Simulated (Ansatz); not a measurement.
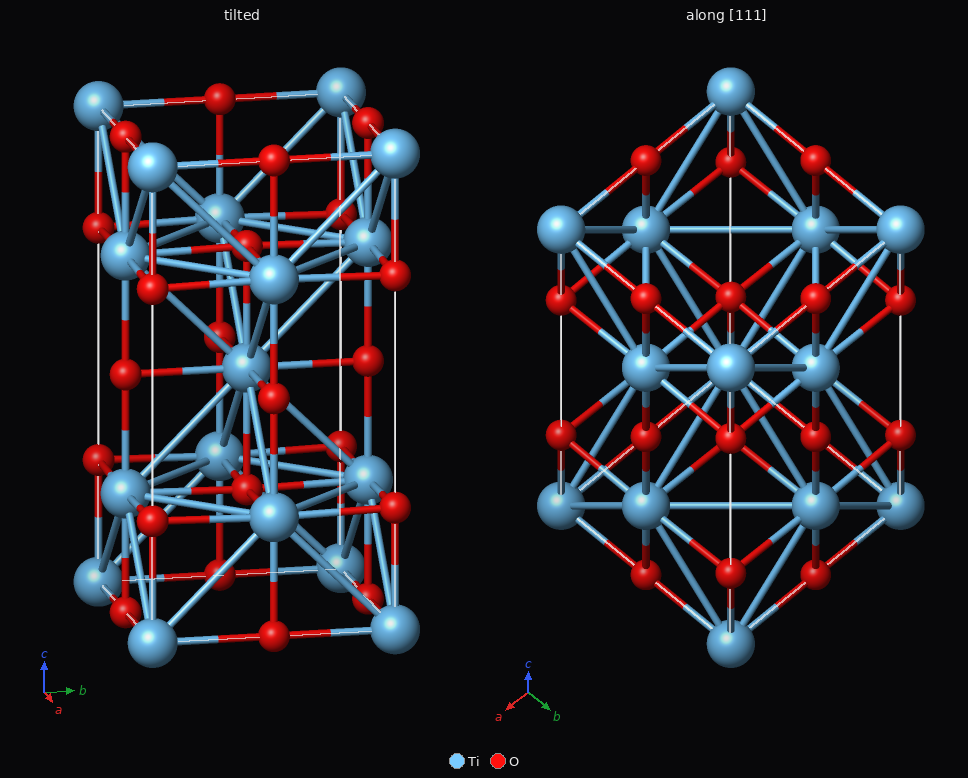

A ball-and-stick rendering, viewed slightly off an axis and along [111]. The parallelepiped is the conventional unit cell. Cell: a = 4.132 Å, b = 4.132 Å, c = 8.178 Å, α = 90.00°, β = 90.00°, γ = 90.00°.

The stoichiometry is Ti₃O₄. The lattice is body-centred tetragonal and the space group I4/mmm (No. 139). Content of the cell: 6 Ti, 8 O (Z = 2). Taking every contact within bonding distance, one finds Ti 14 and O 4 to 5 (mean 4.5).

The structure was taken from a structure listed in the Materials Project. Earlier steps of the study, as a rule a relaxation of our own, may have changed the cell and positions, so they can lie some per cent off the listed ones. It went into a calculation with Ansatz.

At this level of theory the run's own cell isn't at rest (compressed, at 23 GPa), so its distances can differ from those at equilibrium, the more so the softer the solid.
